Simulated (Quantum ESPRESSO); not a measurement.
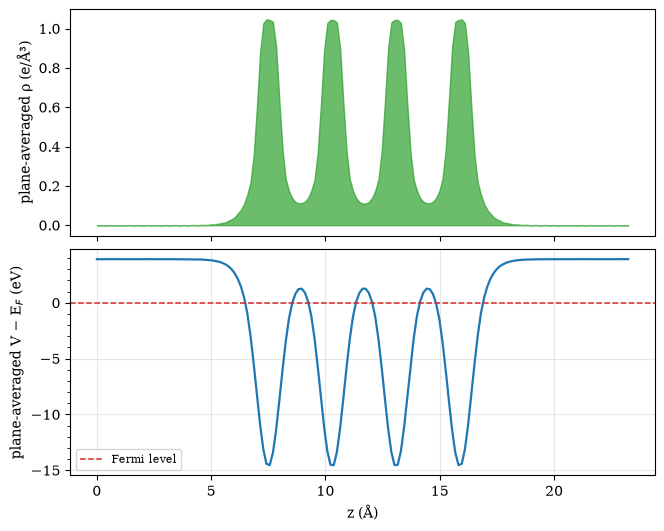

The picture shows: Sn (slab). Plane average of the electrostatic potential (local pseudopotential plus Hartree) felt by an electron and of the valence charge density (pseudo) across the slab.

Method: Kohn-Sham DFT of a periodic cell, PBE, PseudoDojo 0.4.1 SR PBE standard in Quantum ESPRESSO.

The density is the valence pseudo-density of a pseudopotential calculation; it isn't the true density close to the nuclei.

How far above the Fermi level of the calculation is the vacuum level?

Answer. 3.9 eV.

What are the slab's thickness and the vacuum gap?

Answer. The outermost nuclei are 8.4 Å apart, in 4 atomic planes; the vacuum between periodic images is 15.0 Å wide.
